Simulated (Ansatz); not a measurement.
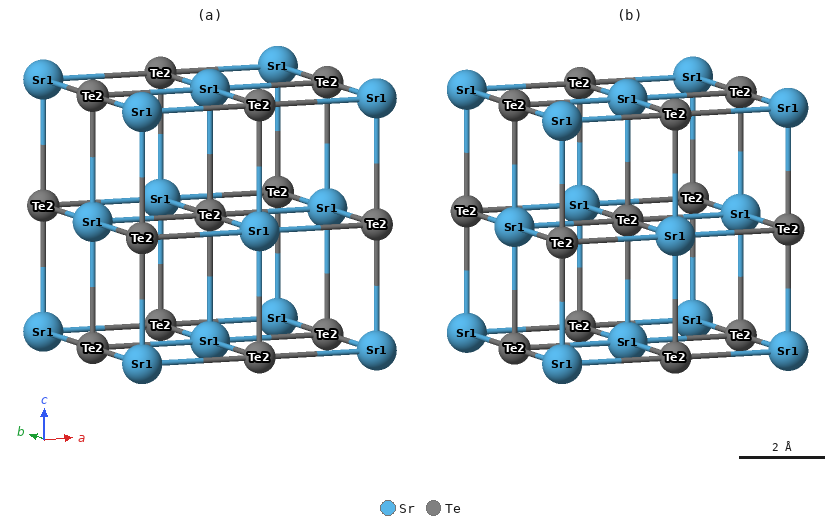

Left: a symmetric starting cell of SrTe (made from another compound by putting Te in place of O). Right: the same structure after one change, at the same scale. The picture is a ball-and-stick view of the conventional cell (4 times the calculation's cell), seen slightly off an axis. Lengths and directions refer to the drawn axes.

Level of theory: Ansatz, DFT PBE, scalar-relativistic, plane waves, PAW. (plane-wave cutoff 420 eV; k-point mesh 12 × 12 × 12; occupations gaussian; smearing width 0.1 eV; no spin polarisation)

What was changed?

Answer. All lengths are scaled by −3.6 % (volume −10.4 %), the atoms keeping their fractional coordinates. No relaxation follows. The starting cell wasn't computed here and needn't be at equilibrium, so pressure and forces aren't due to the change alone.

And its effect?

Answer. The pressure is 37.5 GPa (not all of it need come from the change, since the unchanged cell can be under pressure at this level too). All forces vanish by symmetry. Some distances before and after: Sr–Te 2.995 → 2.888 Å. The space group stays Fm-3m (No. 225).
